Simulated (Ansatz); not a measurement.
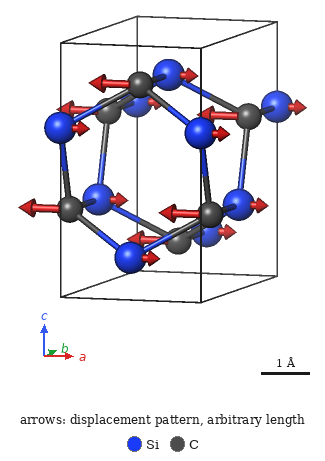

One vibrational mode of a crystal of SiC at the zone centre of a doubled cell. The red arrows are the displacements of the atoms (eigenvector over the root of the mass), of arbitrary overall length and sign. A ball-and-stick model of the cell of the calculation, seen slightly off an axis.

These are results of DFT PBE, scalar-relativistic, plane waves, PAW in Ansatz 0.2.0, not measurements. Settings: plane-wave cutoff 420 eV; k-point mesh 10 × 6 × 6; occupations gaussian; smearing width 0.05 eV; no spin polarisation.

Frequencies are those without the non-analytic (LO–TO) term.

Q: Describe the mode and give its frequency.

A: This is a doubly degenerate mode (one member of the set is drawn) at 23.3 THz, level 15 of 18, counted from below (the three translations aside). The C sublattice moves against the Si sublattice, along a of the drawn cell; it stretches the shortest C–Si bonds (1.89 Å); the kinetic energy is shared as C 70 %, Si 30 %. It repeats in both halves of the doubled cell: it is a zone-centre mode of the crystal.
